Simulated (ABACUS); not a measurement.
## A series of single points on LiF

System: LiF (2 atoms in the cell).
Method: Kohn-Sham DFT of a periodic cell, PBEsol, PseudoDojo NC SR 0.4.1 PBEsol standard, no spin polarisation (ABACUS 3.10.1).

The 7 runs differ only in the geometry, by an even scaling of the cell at fixed fractional positions. The structure derives from an entry of the Crystallography Open Database.

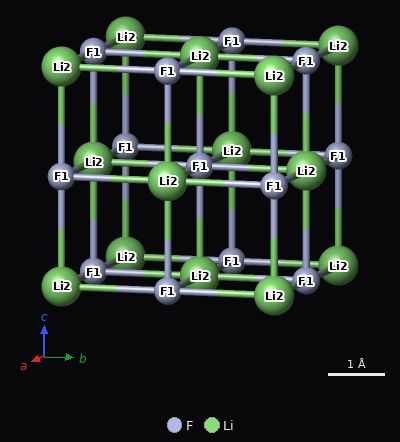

Figure 1. The structure of run 4 (ball-and-stick view of the cell 4 times as large as that of the calculation, set on its symmetry axes, seen slightly off an axis; atoms are numbered from 1 in the order of the input). An atom can appear more than once, as a periodic image.

### The input of run 4
```
INPUT_PARAMETERS
suffix              LiF
calculation         scf
basis_type          pw
pseudo_dir          ./
symmetry            1
dft_functional      pbesol
ecutwfc             84
pseudo_rcut         7
nspin               1
nbands              9
ks_solver           dav
smearing_method     fd
smearing_sigma      0.00367493
scf_thr             1e-08
scf_nmax            100
mixing_type         broyden
mixing_beta         0.7
cal_force           1
cal_stress          1
kpar                4
```

### File STRU of run 4
```
ATOMIC_SPECIES
F 18.9984 F.upf
Li 6.9400 Li.upf

LATTICE_CONSTANT
1.8897261246

LATTICE_VECTORS
0.0000000000 2.0140000000 2.0140000000
2.0140000000 0.0000000000 2.0140000000
2.0140000000 2.0140000000 0.0000000000

ATOMIC_POSITIONS
Direct

F
0.0
1
0.5000000000 0.5000000000 0.5000000000 1 1 1

Li
0.0
1
0.0000000000 0.0000000000 0.0000000000 1 1 1
```

### File KPT of run 4
```
K_POINTS
0
Gamma
11 11 11 0 0 0
```

Command:
```bash
OMP_NUM_THREADS=1 mpirun -np 4 abacus > log
```

Run 2 differs from it as follows:
```diff
-0.0000000000 2.0140000000 2.0140000000
-2.0140000000 0.0000000000 2.0140000000
-2.0140000000 2.0140000000 0.0000000000
+0.0000000000 1.9867804471 1.9867804471
+1.9867804471 0.0000000000 1.9867804471
+1.9867804471 1.9867804471 0.0000000000
```

### Results, with one run withheld

| run | volume per atom (Å³) | free energy per atom, from the lowest run given (meV) | pressure (GPa) | gap on the mesh (eV) |
| --- | --- | --- | --- | --- |
| 1 | 7.679 | 3.33 | 3.34 | 9.51 |
| 2 | 7.842 | ? | ? | ? |
| 3 | 8.006 | 0.00 | 0.02 | 9.12 |
| 4 | 8.169 | 0.70 | −1.40 | 8.94 |
| 5 | 8.333 | 2.77 | −2.67 | 8.77 |
| 6 | 8.496 | 6.08 | −3.82 | 8.61 |
| 7 | 8.659 | 10.49 | −4.85 | 8.45 |

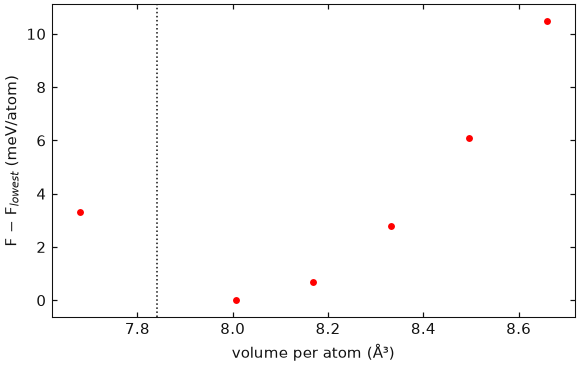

Figure 2. Free energy per atom of the runs given; the dotted line marks run 2.

Fit the runs given and predict run 2.

A cubic polynomial in V^(−2/3) (the Birch–Murnaghan form), fitted to the 6 runs given, misses them by under 0.01 meV per atom. With x = V^(−2/3) − 0.24566 Å⁻², it reads F = 1.1239 − 542.92 x + 65566 x² + 4918 x³ (meV per atom). At run 2 it gives 0.83 meV per atom, and the run itself gives 0.82. The slope of the fit gives a pressure −dF/dV of 1.61 GPa there, and the run prints 1.59 GPa. The fit has its minimum at 8.010 Å³ per atom, where V d²F/dV² gives 72.8 GPa: the bulk modulus at this level, since symmetry fixes the shape and the positions. The gap on the mesh goes, without turning, from 9.51 eV in run 1 to 8.45 eV in run 7; run 2 has 9.31 eV. These are gaps of this functional on this mesh, which can miss the band edges; they aren't the measured gap.

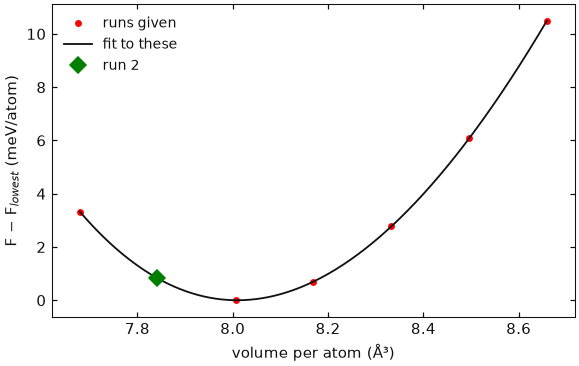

Figure 3. The fit and the withheld run.

### Some lines of the output (run 2)
```
[...]
             electron number of element F = 7
       total electron number of element F = 7
 E_Fermi        0.1612290585         2.1936338789
 E_Fermi        0.7012608945         9.5411439503
 E_Fermi        0.4063126354         5.5281670113
 E_Fermi        0.6982082698         9.4996108598
 E_Fermi        0.6991040393         9.5117984287
 E_Fermi        0.6992811347         9.5142079355
 E_KS(sigma->0) -63.6911542713       -866.5626102869
 E_Fermi        0.6992653080         9.5139926022
 final etot is -866.56261029 eV
 EFERMI = 9.5139926022 eV
 TOTAL-PRESSURE: 15.902588 KBAR
 !FINAL_ETOT_IS -866.5626102869006218 eV
```
